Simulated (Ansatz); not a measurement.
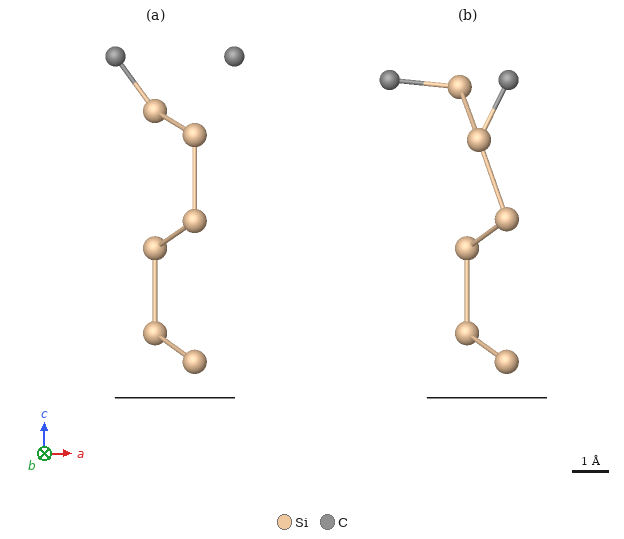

The structure of a slab of composition Si6C (cut from the P6_3/mmc phase) before (left) and after (right) a constrained relaxation, at one scale.

The picture is a ball-and-stick view of the 1 × 2 repeat of the cell, outlined in the plane, without the vacuum, seen along the b axis.

Case: C put at a bridge Si-Si site. The slab is the (0 0 1) face of Si with C on it. 3 atoms are held fixed.

Level of theory: DFT PBEsol, scalar-relativistic, plane waves, PAW in Ansatz 0.2.0. (plane-wave cutoff 420 eV; k-point mesh 9 × 9 × 1; occupations gaussian; smearing width 0.05 eV; collinear spin; dipole correction; atoms relaxed in a fixed cell; force threshold 0.03 eV/Å; at most 70 steps)

Summarise the run.

Answer. The atom that moves furthest is the C atom (1.24 Å at 58° to the normal (−c side)). By element the largest moves are C 1.24 Å, Si 0.78 Å. The cell doesn't change. Near-neighbour distances that change, for instance: C–Si 3.293 → 2.356 Å, Si–Si 2.308 → 3.142 Å, C–Si 2.453 → 1.863 Å, Si–Si 2.308 → 2.474 Å. New bonds form, among them: C–Si (2.45 → 1.86 Å). Bonds break, among them: Si–Si (2.31 → 3.14 Å). Among the angles between lasting bonds that change: Si–Si–Si 106.9° → 129.4°, Si–Si–Si 109.0° → 129.5°, Si–Si–C 121.1° → 106.0°. Over 9 geometry steps the energy falls by 1.960 eV per cell of the calculation. Largest force component: 1.9 eV/Å at the start, 0.011 eV/Å at the end. The run may lie on a higher electronic state than the lowest, so the end point isn't shown to be the ground-state structure. Cost: 18 min on 2 threads of Intel(R) Xeon(R) Processor @ 2.50GHz (Skylake/Cascade Lake) (shared host), peak memory 1.1 GiB.

Limits of the set-up: the periodic images lie only 3.8 Å apart, so the values are limited by the cell's size.
